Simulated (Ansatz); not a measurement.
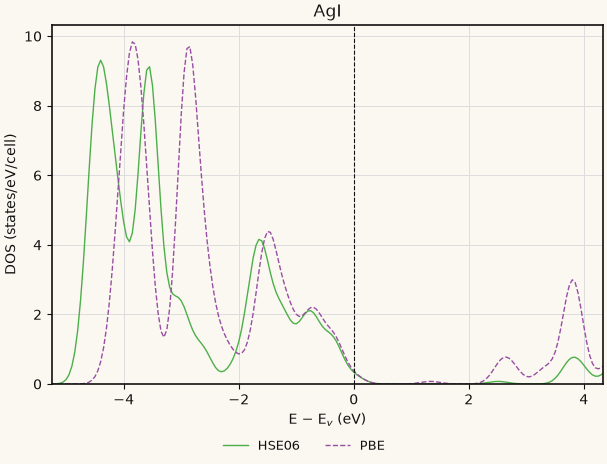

Total densities of states of AgI, space group F-43m, 2 atoms in the cell, by two methods on the same cell. The curves are built from the levels of the k mesh with Gaussians 0.4 eV wide, which also blur the band edges. Each is counted from its own valence-band top.

What changes from one method to the other?

Answer. HSE06 gives a gap of 2.51 eV and PBE gives a gap of 1.34 eV. In the window shown, the tallest filled peak lies at −4.4 eV in HSE06 and −3.8 eV in PBE.

Settings. HSE06: DFT, HSE06, plane waves, PAW, no spin polarisation, 4×4×4 k mesh, 420 eV cutoff (Ansatz 0.2.0). PBE: DFT, PBE, plane waves, PAW, no spin polarisation, 4×4×4 k mesh, 420 eV cutoff (Ansatz 0.2.0).

Spin-orbit coupling is left out, which matters for I.
